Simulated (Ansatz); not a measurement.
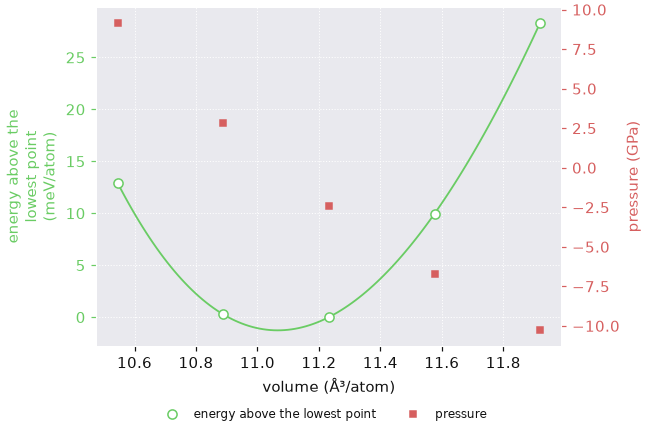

The figure shows the energy above the lowest point and pressure against volume for AgO₂, space group Fm-3m (No. 225) (one of a set of cubic test structures, which need not be the stable phase).

Method: equation of state of a cubic crystal from periodic Kohn-Sham density functional theory without spin, third-order Birch-Murnaghan fit to the free energies; pressure corrected for the finite basis (Ansatz 0.2.0 development build). Level: r2SCAN.

structure type fluorite; atoms in cell 3; space group number 225; lattice centring face-centred primitive; k mesh 11×11×11; occupation method Fermi–Dirac; occupation width 0.1 eV; wave cutoff 1050 eV; datasets hand-made PAW; density tolerance 1e−09 eV; bands 20; density cutoff ratio 5; search for lower states default; xc grid level 2.

### How stiff is the solid, and where is its volume at rest?

A third-order Birch–Murnaghan fit gives V0 = 11.07 Å³/atom, B0 = 168 GPa and B′ = 5.2.

### What does the pressure do across the range?

It falls from 9.2 GPa at volume 10.54 Å³/atom to −10.3 GPa at 11.92 Å³/atom, and changes sign near 11.07 Å³/atom.

Keep in mind: cubic model structure, not the ambient form; modest k-mesh, values are not fully converged in k; no spin polarisation, a magnetic state may lie lower.
